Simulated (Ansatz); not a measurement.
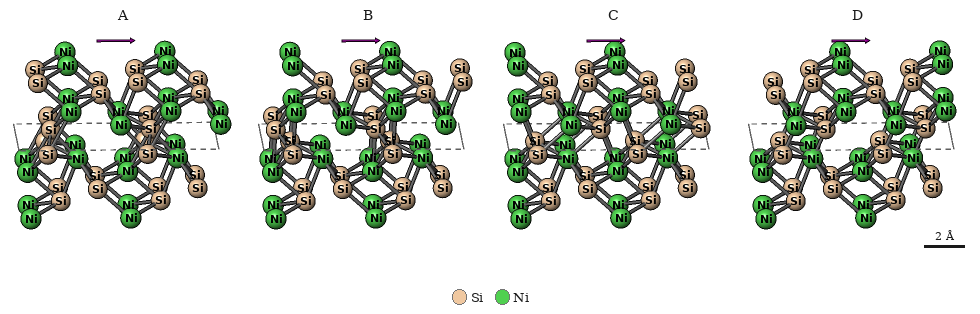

Energy scan for solid SiNi (Pnma), in which the crystal above a cut along the (0 0 1) plane of the conventional cell (between a plane of Si below and one of Si above, 0.96 Å apart) is slid rigidly by fractions of an in-plane lattice vector 5.09 Å long (a generalised stacking fault). One cut stands in each cell, which starts 11.1 Å high; nothing is relaxed, and the dashed outline marks the cut, the arrow on top the direction of slip. Style: ball-and-stick. Shown: the layers on both sides of the cut, from the side, nearly along the cut plane.

Method: Ansatz 0.2.0, DFT PBEsol, scalar-relativistic, plane waves, PAW. Set-up: plane-wave cutoff 420 eV; k-point mesh 8 × 12 × 4; occupations gaussian; smearing width 0.15 eV; no spin polarisation. Energies (free energies at the smearing named) are counted from the relaxed crystal.

Q: Order these geometries by energy, lowest first.

A: Lowest first: C (the slip 0.00, 0 mJ/m²), B (the slip 0.20, 2970 mJ/m²), A (the slip 0.40, 5380 mJ/m²), D (the slip 0.80, 7636 mJ/m²). Over the whole scan: the curve starts and ends at zero, since a full lattice vector restores the crystal. Its highest computed point is 12916 mJ/m² at slip 0.60. The points are too sparse to place its extrema closely. Relaxation across the fault would lower the values.

Limits of the set-up: an element that often carries a moment was run without spin polarisation.
